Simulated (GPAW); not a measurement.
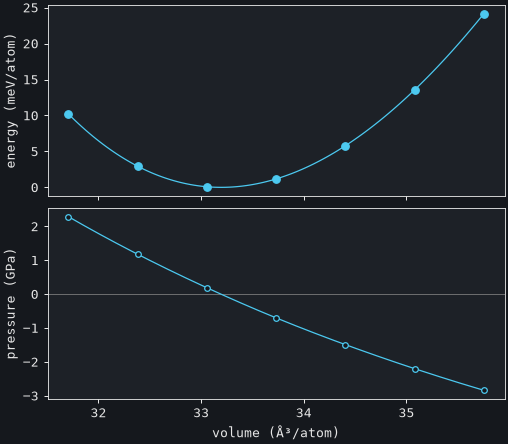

Energy and pressure against volume for TePb, space group Fm-3m (No. 225).

A third-order Birch–Murnaghan fit gives V0 = 33.20 Å³/atom, B0 = 45 GPa and B′ = 4.5. The energy is 10.23 meV/atom at volume 31.71 Å³/atom and 24.16 meV/atom at 35.75 Å³/atom; the lowest computed point is at volume 33.05 Å³/atom (0.08 meV/atom). The pressure falls from 2.29 GPa at volume 31.71 Å³/atom to −2.84 GPa at 35.75 Å³/atom, and changes sign near 33.20 Å³/atom.

Calculation (GPAW 26.7.0): PAW DFT in plane waves, on a grid or in atomic orbitals, no spin polarisation; energies at scaled volumes of the given cell, shape and fractions fixed, counted from the fit's minimum, third-order Birch-Murnaghan fit. Level: PBEsol.

k mesh 7×7×7; occupations Fermi–Dirac; smearing width 0.05 eV; potentials PAW data sets made by gpaw setup for the functional; wave cutoff 600 eV; program settings basis pw.

The given structure:
```
Pb Te
1.0
     0.00000    3.23100    3.23100
     3.23100    0.00000    3.23100
     3.23100    3.23100    0.00000
Pb Te
1 1
Cartesian
  0.0000 0.0000 0.0000
  3.2310 3.2310 3.2310
```

Keep in mind: spin-orbit coupling left out, heavy elements.
